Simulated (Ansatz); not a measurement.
## Geometry relaxation of SnGe31 (part 3 of 3)

SnGe31 (I-43m, 32 atoms in the cell); DFT PBEsol, scalar-relativistic, plane waves, PAW, no spin polarisation (Ansatz 0.2.0); cutoff 420 eV, 4×4×4 k-mesh, Gaussian smearing of 0.1 eV. The structure was built on a prototype by a generator; it need not be a known phase.

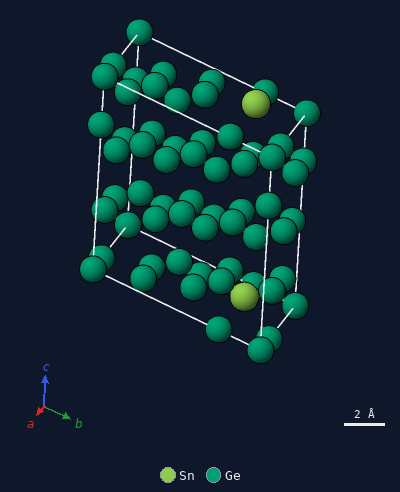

Figure 1. The geometry at step 3 of the log (spheres-only view of the cell of the calculation, seen slightly off an axis).

## Output, continued
```
  k-point 7: bands = ["-16.5751", "-16.5751", "-16.5751", "-16.5739", "-16.5716", "-16.5716", "-16.5691", "-16.5691", "-16.5691", "-16.5632", ... 59 levels left out ..., "-16.3978", "-16.3978", "-16.3964", "-16.3964", "-16.3964", "-16.3878", "-16.3878", "-16.3878", "-16.3856", "-16.3821", "-16.3821", "-16.3821", "-16.3787", "-16.3787", "-16.3787", "-16.3715", "-16.3669", "-16.3669", "-16.3654", "-16.3654", "-16.3552", "-16.3552", "-16.3552", "-16.3493", "-16.3493", "-16.3493", "-16.3449", "-16.3449", "-16.3449",
      "-16.3367", "-16.3232", "-16.3232", "-16.3232", "-16.3136", "-16.3136", "-16.3136", "-16.3111", "-16.3111", "-16.3046", "-16.3023", "-16.3023", "-16.3023", "-16.2952", "-16.2952", "-16.2935", "-16.2783", "-16.2783", "-16.2783", "-16.2742", "-16.2742", "-16.2742", "-16.2703", "-16.2703", "-16.2703", "-16.2591", "-16.2591", "-16.2591", "-16.2567", "-16.2567", "-16.2551", "-16.2551", "-16.2551", "-16.2523", "-16.2523", "-16.2523", "-16.2488", "-16.2468", "-16.2468", "-16.2431",
      "-16.2431", "-16.2431", "-16.2363", "-16.2363", "-16.2363", "-16.2326", "-16.2224", "-16.2224", "-16.2224", "-16.2111", "-16.2111", "-16.2111", "-16.2037", "-16.2037", "-16.2037", "-16.2024", "-16.2024", "-13.0749", "-13.0749", "-13.0749", "-13.0372", "-13.0372", "-3.4275", "-3.4275", "-3.4052", "-3.4052", "-3.4052", "-3.1813", "-2.3430", "-2.3430", "-2.3430", "-2.2063", "-0.5273", "-0.5273", "-0.5273", "-0.5083", "-0.5083", "-0.4641", "-0.4641", "-0.4641",
      "-0.4395", "-0.4395", "-0.4395", "0.0594", "0.7453", "0.7453", "0.7453", "0.8272", "3.5183", "3.5183", "3.5251", "3.5251", "3.5251", "3.7483", "4.3496", "4.3496", "4.3496", "4.3605", "4.3987", "4.3987", "4.3987", "4.4739", "4.4739", "4.5234", "4.5234", "4.5234", "6.2068", "6.2068", "6.2068", "6.2351", "6.2351", "6.2351", "6.2533", "6.2533", "6.2533", "6.3710", "6.3710", "6.3710", "6.8122", "6.8122",
      "6.8744", "6.8744", "6.8744", "7.0404", "7.0404", "7.0404", "8.2880", "8.2880", "8.2880", "8.4699", "9.1954", "9.1954", "9.2473", "9.2473", "9.2473", "9.2891", "10.8483", "10.8483", "10.8483", "10.9098", "10.9352", "10.9352", "11.9074", "11.9074", "11.9074", "11.9465", "11.9465", "11.9465", "12.0210", "12.0210", "12.3674", "12.3674", "12.3674", "12.4386", "12.4843", "12.4843", "12.4843", "12.4942", "12.4942", "12.5130",
      "12.5130", "12.5130", "12.7931", "12.7931", "12.7931", "12.8993", "12.8993", "12.8993", "12.9104", "12.9104", "12.9112"]
--- Relaxed structure (3 steps of the walk, 3 accepted, 1 SCFs on fresh bases) ---
  F+E_penalty+E_count = -137807.93733974 eV   max|allowed force component| = 3.619e-2 eV/Å   (the final SCF, on the basis selected at the relaxed cell)
  cell:  # Å, volume = 743.0147 Å³
    - [5.705746446601422, -5.705746446601422, 5.705746446601422]
    - [5.705746446601422, 5.705746446601422, -5.705746446601422]
    - [-5.705746446601422, 5.705746446601422, 5.705746446601422]
  atoms:
    - { symbol: Sn, position: [0.25, 0.75, 0.0] }
    - { symbol: Ge, position: [0.5018401573195986, 0.4976267549732284, 0.0] }
    - { symbol: Ge, position: [0.75, 0.25, 0.0] }
    - { symbol: Ge, position: [-0.0023732450267716088, 0.75, 0.25184015731959863] }
    - { symbol: Ge, position: [-0.002373245026771595, 0.001840157319598617, 0.0] }
    - { symbol: Ge, position: [0.24999999999999997, 0.4976267549732284, 0.25184015731959863] }
    - { symbol: Ge, position: [0.5023732450267717, 0.25421340234637024, 0.25237324502677166] }
    - { symbol: Ge, position: [0.75, 0.75, 0.5] }
    - { symbol: Ge, position: [0.7542134023463702, 0.0023732450267716088, 0.2523732450267716] }
    - { symbol: Ge, position: [-0.001840157319598617, 0.4981598426804014, 0.4957865976536298] }
    - { symbol: Ge, position: [0.25, 0.25, 0.5] }
    - { symbol: Ge, position: [0.5018401573195986, 0.75, 0.7476267549732284] }
    - { symbol: Ge, position: [0.5023732450267716, 0.0023732450267715944, 0.5042134023463702] }
    - { symbol: Ge, position: [0.7457865976536298, 0.4981598426804014, 0.7481598426804015] }
    - { symbol: Ge, position: [-0.0018401573195986343, 0.2457865976536298, 0.7481598426804015] }
    - { symbol: Ge, position: [0.25000000000000006, 0.0018401573195986343, 0.7476267549732285] }
    - { symbol: Ge, position: [0.5137625592014863, 0.013762559201486294, 0.2637625592014862] }
    - { symbol: Ge, position: [0.7487086056609032, 0.75, 0.2510915092022722] }
    - { symbol: Ge, position: [-0.0010915092022721617, 0.4989084907977279, 0.24761709645863111] }
    - { symbol: Ge, position: [0.25, 0.0010915092022721617, 0.4987086056609033] }
    - { symbol: Ge, position: [0.25, 0.24870860566090328, 0.2510915092022722] }
    - { symbol: Ge, position: [0.5010915092022722, 0.75, 0.4987086056609033] }
    - { symbol: Ge, position: [0.7512913943390966, 0.5023829035413689, 0.5012913943390968] }
    - { symbol: Ge, position: [-0.0010915092022721895, -0.002382903541368886, 0.7489084907977279] }
    - { symbol: Ge, position: [0.0023829035413689137, 0.25129139433909675, 0.5012913943390968] }
    - { symbol: Ge, position: [0.25000000000000006, 0.7500000000000001, 0.7362374407985138] }
    - { symbol: Ge, position: [0.49761709645863117, 0.49890849079772787, 0.7489084907977279] }
    - { symbol: Ge, position: [0.7487086056609034, 0.0010915092022721895, 0.0] }
    - { symbol: Ge, position: [0.7512913943390969, 0.25129139433909686, 0.7523829035413689] }
    - { symbol: Ge, position: [-0.013762559201486169, 0.75, 0.0] }
    - { symbol: Ge, position: [0.25, 0.4862374407985138, -2.7755575615628914e-17] }
    - { symbol: Ge, position: [0.5010915092022723, 0.2487086056609033, 0.0] }
```

## Trajectory as extended XYZ (Å, eV, eV/Å), 3 of the 4 frames kept, from step=1 to step=4
```
32
Lattice="5.6831 -5.6831 5.6831 5.6831 5.6831 -5.6831 -5.6831 5.6831 5.6831" Properties=species:S:1:pos:R:3:forces:R:3 step=1 energy=-137807.53218 pressure_GPa=1.00
Sn    5.6831    2.8415   -2.8415    0.0000   0.0000   0.0000
Ge    5.6831    0.0000    0.0000   -0.0395  -0.0179   0.0179
Ge    5.6831   -2.8415    2.8415    0.0000   0.0000   0.0000
Ge    2.8415    5.6831   -2.8415   -0.0179   0.0179  -0.0395
Ge    0.0000    0.0000    0.0000   -0.0395   0.0179  -0.0179
Ge    2.8415    2.8415    0.0000   -0.0179  -0.0395   0.0179
Ge    2.8415    0.0000    2.8415    0.0179   0.0179   0.0395
Ge    5.6831    2.8415    2.8415    0.0000   0.0000   0.0000
Ge    2.8415   -2.8415    5.6831    0.0179   0.0395   0.0179
Ge    0.0000    5.6831    0.0000    0.0395  -0.0179  -0.0179
Ge    0.0000    2.8415    2.8415    0.0000   0.0000   0.0000
Ge    2.8415    5.6831    2.8415    0.0179  -0.0179  -0.0395
Ge    0.0000    0.0000    5.6831    0.0395   0.0179   0.0179
Ge    2.8415    2.8415    5.6831   -0.0179   0.0395  -0.0179
Ge   -2.8415    5.6831    2.8415   -0.0179  -0.0179   0.0395
Ge   -2.8415    2.8415    5.6831    0.0179  -0.0395  -0.0179
Ge    1.4208   -1.4208    4.2623    0.9062   0.9062   0.9062
Ge    7.1039    1.4208    1.4208   -0.0074   0.0074   0.0206
Ge    1.4208    4.2623   -1.4208   -0.0206  -0.0074  -0.0074
Ge   -1.4208    1.4208    4.2623    0.0074   0.0206  -0.0074
Ge    1.4208    1.4208    1.4208   -0.0074   0.0206   0.0074
Ge    4.2623    4.2623    1.4208    0.0074  -0.0074   0.0206
Ge    4.2623    1.4208    4.2623    0.0074   0.0074  -0.0206
Ge   -4.2623    4.2623    4.2623   -0.0074  -0.0074  -0.0206
Ge   -1.4208    4.2623    1.4208    0.0074  -0.0206   0.0074
Ge    1.4208    7.1039    1.4208    0.9062  -0.9062  -0.9062
Ge    1.4208    4.2623    4.2623   -0.0074  -0.0206  -0.0074
Ge    4.2623   -4.2623    4.2623    0.0206   0.0074  -0.0074
Ge    1.4208    1.4208    7.1039   -0.0206   0.0074   0.0074
Ge    4.2623    4.2623   -4.2623   -0.9062   0.9062  -0.9062
Ge    4.2623    1.4208   -1.4208   -0.9062  -0.9062   0.9062
Ge    4.2623   -1.4208    1.4208    0.0206  -0.0074   0.0074
32
Lattice="5.7057 -5.7057 5.7057 5.7057 5.7057 -5.7057 -5.7057 5.7057 5.7057" Properties=species:S:1:pos:R:3:forces:R:3 step=3 energy=-137807.93591 pressure_GPa=-0.04
Sn    5.7057    2.8529   -2.8529    0.0000   0.0000   0.0000
Ge    5.7027   -0.0240    0.0240   -0.0083   0.0065  -0.0065
Ge    5.7057   -2.8529    2.8529    0.0000   0.0000   0.0000
Ge    2.8288    5.7298   -2.8559    0.0065  -0.0065  -0.0083
Ge   -0.0030    0.0240   -0.0240   -0.0083  -0.0065   0.0065
Ge    2.8288    2.8498    0.0240    0.0065  -0.0083  -0.0065
Ge    2.8769    0.0240    2.8559   -0.0065  -0.0065   0.0083
Ge    5.7057    2.8529    2.8529    0.0000   0.0000   0.0000
Ge    2.8769   -2.8498    5.7298   -0.0065   0.0083  -0.0065
Ge    0.0030    5.6817   -0.0240    0.0083   0.0065   0.0065
Ge    0.0000    2.8529    2.8529    0.0000   0.0000   0.0000
Ge    2.8769    5.6817    2.8498   -0.0065   0.0065  -0.0083
Ge    0.0030    0.0240    5.7298    0.0083  -0.0065  -0.0065
Ge    2.8288    2.8559    5.6817    0.0065   0.0083   0.0065
Ge   -2.8769    5.6817    2.8559    0.0065   0.0065   0.0083
Ge   -2.8288    2.8498    5.6817   -0.0065  -0.0083   0.0065
Ge    1.5050   -1.3479    4.3578   -0.0361  -0.0361  -0.0361
Ge    7.1186    1.4400    1.4253   -0.0001   0.0001   0.0093
Ge    1.4276    4.2657   -1.4400   -0.0093  -0.0001  -0.0001
Ge   -1.4128    1.4253    4.2657    0.0001   0.0093  -0.0001
Ge    1.4128    1.4253    1.4400   -0.0001   0.0093   0.0001
Ge    4.2929    4.2657    1.4253    0.0001  -0.0001   0.0093
Ge    4.2929    1.4400    4.2805    0.0001   0.0001  -0.0093
Ge   -4.2929    4.2657    4.2805   -0.0001  -0.0001  -0.0093
Ge   -1.4128    4.2805    1.4400    0.0001  -0.0093   0.0001
Ge    1.5050    7.0537    1.3479   -0.0361   0.0361   0.0361
Ge    1.4128    4.2805    4.2657   -0.0001  -0.0093  -0.0001
Ge    4.2782   -4.2657    4.2657    0.0093   0.0001  -0.0001
Ge    1.4276    1.4400    7.1458   -0.0093   0.0001   0.0001
Ge    4.2008    4.3578   -4.3578    0.0361  -0.0361   0.0361
Ge    4.2008    1.3479   -1.3479    0.0361   0.0361  -0.0361
Ge    4.2782   -1.4400    1.4400    0.0093  -0.0001   0.0001
32
Lattice="5.7057 -5.7057 5.7057 5.7057 5.7057 -5.7057 -5.7057 5.7057 5.7057" Properties=species:S:1:pos:R:3:forces:R:3 step=4 energy=-137807.93734 pressure_GPa=-0.04
Sn    5.7057    2.8529   -2.8529    0.0000   0.0000   0.0000
Ge    5.7027   -0.0240    0.0240   -0.0083   0.0065  -0.0065
Ge    5.7057   -2.8529    2.8529    0.0000   0.0000   0.0000
Ge    2.8288    5.7298   -2.8559    0.0065  -0.0065  -0.0083
Ge   -0.0030    0.0240   -0.0240   -0.0083  -0.0065   0.0065
Ge    2.8288    2.8498    0.0240    0.0065  -0.0083  -0.0065
Ge    2.8769    0.0240    2.8559   -0.0065  -0.0065   0.0083
Ge    5.7057    2.8529    2.8529    0.0000   0.0000   0.0000
Ge    2.8769   -2.8498    5.7298   -0.0065   0.0083  -0.0065
Ge    0.0030    5.6817   -0.0240    0.0083   0.0065   0.0065
Ge    0.0000    2.8529    2.8529    0.0000   0.0000   0.0000
Ge    2.8769    5.6817    2.8498   -0.0065   0.0065  -0.0083
Ge    0.0030    0.0240    5.7298    0.0083  -0.0065  -0.0065
Ge    2.8288    2.8559    5.6817    0.0065   0.0083   0.0065
Ge   -2.8769    5.6817    2.8559    0.0065   0.0065   0.0083
Ge   -2.8288    2.8498    5.6817   -0.0065  -0.0083   0.0065
Ge    1.5050   -1.3479    4.3578   -0.0362  -0.0362  -0.0362
Ge    7.1186    1.4400    1.4253   -0.0001   0.0001   0.0093
Ge    1.4276    4.2657   -1.4400   -0.0093  -0.0001  -0.0001
Ge   -1.4128    1.4253    4.2657    0.0001   0.0093  -0.0001
Ge    1.4128    1.4253    1.4400   -0.0001   0.0093   0.0001
Ge    4.2929    4.2657    1.4253    0.0001  -0.0001   0.0093
Ge    4.2929    1.4400    4.2805    0.0001   0.0001  -0.0093
Ge   -4.2929    4.2657    4.2805   -0.0001  -0.0001  -0.0093
Ge   -1.4128    4.2805    1.4400    0.0001  -0.0093   0.0001
Ge    1.5050    7.0537    1.3479   -0.0362   0.0362   0.0362
Ge    1.4128    4.2805    4.2657   -0.0001  -0.0093  -0.0001
Ge    4.2782   -4.2657    4.2657    0.0093   0.0001  -0.0001
Ge    1.4276    1.4400    7.1458   -0.0093   0.0001   0.0001
Ge    4.2008    4.3578   -4.3578    0.0362  -0.0362   0.0362
Ge    4.2008    1.3479   -1.3479    0.0362   0.0362  -0.0362
Ge    4.2782   -1.4400    1.4400    0.0093  -0.0001   0.0001
```
